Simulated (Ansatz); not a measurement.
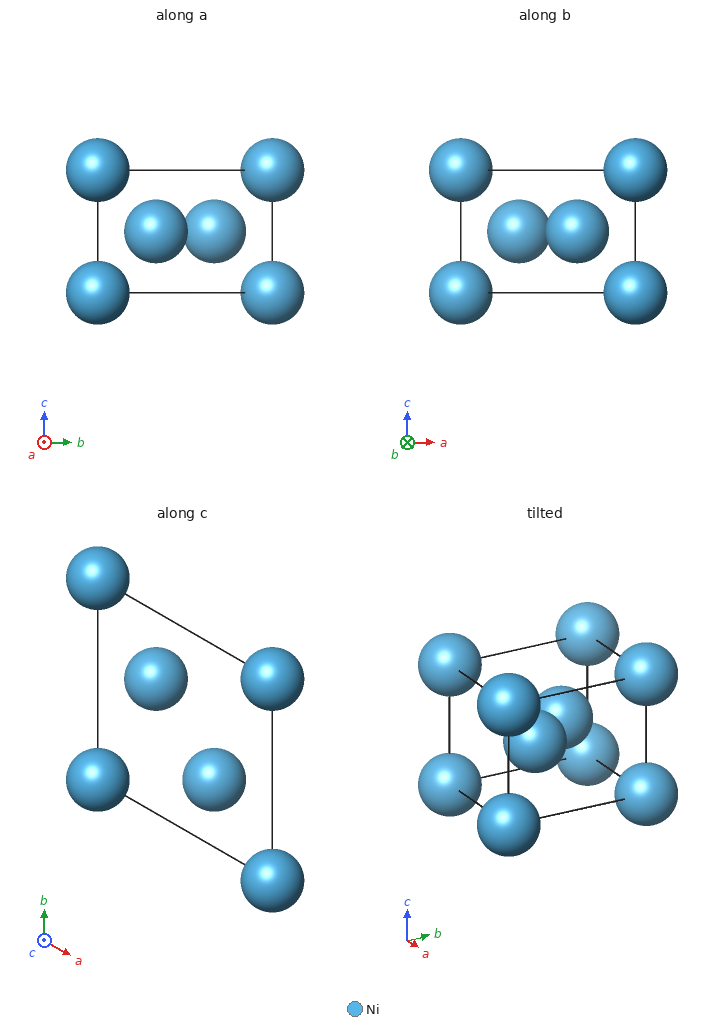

A spheres-only rendering, viewed along the a axis, along the b axis, along the c axis and slightly off an axis. Atoms at the boundary of the conventional unit cell (the box) are drawn once for each face, edge or corner they touch.

Lattice parameters: a = 3.883 Å, b = 3.883 Å, c = 2.363 Å, α = 90.00°, β = 90.00°, γ = 120.00°. Put a along x and b in the xy plane.

### From the views, write a POSCAR file.

```
Ni
1.0
     3.883    0.000    0.000
    -1.941    3.363    0.000
     0.000    0.000    2.363
Ni
3
Direct
  0.0000 0.0000 0.0000
  0.3333 0.6667 0.5000
  0.6667 0.3333 0.5000
```

The structure comes from a structure type filled with this element by a generator (whether the element takes this form wasn't checked). Earlier steps of the study may have refined or changed the cell and positions. Ansatz was used for an electronic-structure calculation on it.

At this level of theory the cell isn't at rest (compressed, at 10 GPa), so its distances can differ from those at equilibrium, the more so the softer the solid.
